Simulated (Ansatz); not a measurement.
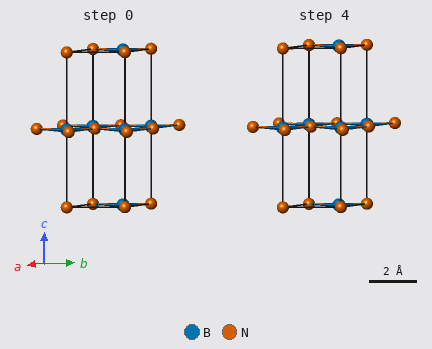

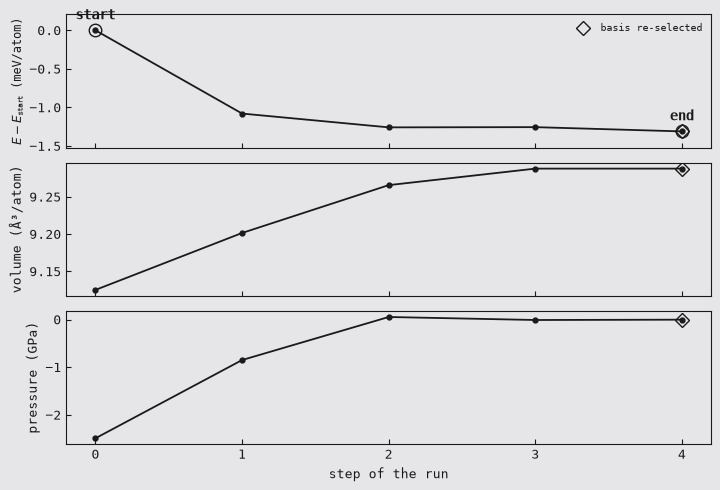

First and last geometry of a relaxation of crystalline BN (set up in P-6m2), with the history of the run. A polyhedral model of the cell of the calculation, seen from a free direction.

All numbers below come from DFT r2SCAN, scalar-relativistic, plane waves, PAW (Ansatz).

Input file:
```yaml
crystal:
  lattice:
    - [2.5099983704, 0.0, 0.0]
    - [-1.2549991852, 2.1737223522, 0.0]
    - [0.0, 0.0, 6.69]
  atoms:
    - { symbol: B, position: [0.0, 0.0, 0.5] }
    - { symbol: B, position: [0.3333333333, 0.6666666667, 0.0] }
    - { symbol: "N", position: [0.0, 0.0, 0.0] }
    - { symbol: "N", position: [0.6666666667, 0.3333333333, 0.5] }
basis:
  ecutwfc: 500
kpoints:
  mp_grid: { grid: [12, 12, 4] }
hamiltonian:
  xc: r2scan
scf:
  occupations: { method: gaussian, width: 0.02 }
output:
  forces: true
  stress: true
  eigenvalues: true
relax:
  adjacent_minimum: "off"
  f_tol: 0.005
  max_steps: 80
  cell: { stress_tol: 0.05 }
```

Question: Read the history and describe the run.

Answer: It converged. Over 3 accepted moves (4 points after the start) the energy falls by 1.3 meV per atom. All forces vanish by symmetry, so only the cell relaxes. Pressure: −2.49 GPa at the start and 0.00 GPa at the end. At 1 point the geometry stayed and the basis and grid were re-selected for the new cell (energy shift of 0.1 meV per atom at most each time). The atoms keep their places relative to the cell (all moves are under 0.005 Å). Cell: a = b 2.510 → 2.501 Å (−0.4 %), c 6.690 → 6.860 Å (+2.5 %). Volume +1.8 %. Near-neighbour distances that change, for instance: B1–N4 1.449 → 1.444 Å. The space group stays P-6m2 (No. 187).

| step | E − E(0), meV/atom | pressure, GPa | volume, Å³/atom | note |
| --- | --- | --- | --- | --- |
| 0 | 0.00 | -2.49 | 9.125 |  |
| 1 | -1.08 | -0.85 | 9.202 |  |
| 2 | -1.26 | 0.05 | 9.266 |  |
| 3 | -1.25 | -0.01 | 9.288 |  |
| 4 | -1.31 | 0.00 | 9.288 | same geometry, new basis |
